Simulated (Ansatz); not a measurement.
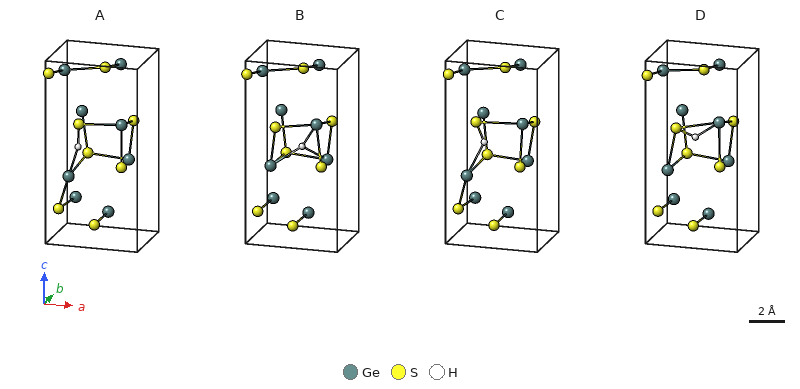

4 geometries from one relaxation of a defect cell of composition Ge8HS8 (cell charge +1), in shuffled order. Style: ball-and-stick. Shown: the cell of the calculation (origin shifted), slightly off an axis.

Case: H interstitial, charge +1, atoms relaxed.

Computed with DFT PBE, scalar-relativistic, plane waves, PAW in Ansatz. Set-up: plane-wave cutoff 420 eV; k-point mesh 3 × 3 × 2; occupations gaussian; smearing width 0.02 eV; mesh shifted by (0, 0, 0.5); no spin polarisation; atoms relaxed in a fixed cell; force threshold 0.02 eV/Å; at most 60 steps.

**Order the frames from highest to lowest energy.**

B, D, C, A. They are steps 0, 4, 8, 14, at +1.972 eV per cell of the calculation, +0.861 eV per cell of the calculation, +0.225 eV per cell of the calculation relative to the last. The atom that moves furthest is the H atom (1.65 Å roughly along [−1 −1 0]). Largest moves by element: H 1.65 Å, Ge 0.85 Å, S 0.34 Å. The lattice vectors keep their values. Near-neighbour distances that change, for instance: Ge–H 2.306 → 3.951 Å, Ge–S 2.463 → 3.574 Å, Ge–S 3.424 → 2.503 Å, H–S 2.159 → 1.371 Å. New bonds form, among them: Ge–S (3.42 → 2.50 Å), H–S (2.16 → 1.37 Å). Bonds break, among them: Ge–S (2.46 → 3.57 Å). Bond angles that change, for instance: Ge–S–Ge 96.4° → 86.7°, Ge–S–Ge 96.4° → 104.1°, Ge–S–Ge 106.2° → 113.4°. After 14 geometry steps the energy has fallen by 1.972 eV per cell of the calculation. Largest force component: 0.48 eV/Å at the start, 0.019 eV/Å at the end. Cost: 2.7 min on 4 threads of Arm Neoverse V1, with other jobs on the host, peak memory 0.92 GiB.

Limits of the set-up: the periodic images lie only 5.8 Å apart, so the values are limited by the cell's size; the cell is charged, on a uniform background, and energies carry no finite-size correction.
